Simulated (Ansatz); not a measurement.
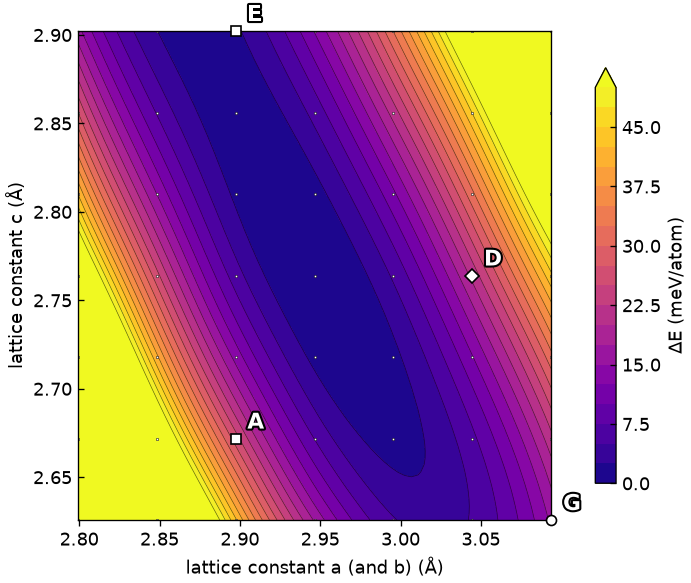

Cu (I4/mmm, No. 139; 1 atom in the cell). The energy is mapped over the lattice constants a and c of the conventional cell. First axis: lattice constant a (and b). Second axis: lattice constant c. Nothing is relaxed (symmetry fixes all fractional coordinates). The scan uses a 7 × 7 grid. Points are written as (first, second). Energies are in meV/atom, from the lowest grid point. Theory: DFT PBE, scalar-relativistic, plane waves, PAW (Ansatz 0.2.0). Settings: cutoff 520 eV, k-mesh 22×22×22, gaussian smearing 0.15 eV, no spin polarisation.

In the figure: filled contours, dots at the grid points, one colour for all values above the top of the scale, lettered points. Between grid points the surface is interpolated.

Question: Is A the lowest point of the computed grid?

Answer: No. A lies 26 meV/atom above the lowest grid point, which is at (2.947 Å, 2.764 Å).

Question: What kind of point is each of A, D: minimum, saddle, maximum or slope?

Answer: A: on a slope; D: on a slope. (In these two coordinates alone; a stationary point may lie a little off the grid point.)

PAW datasets: the set soft_1.
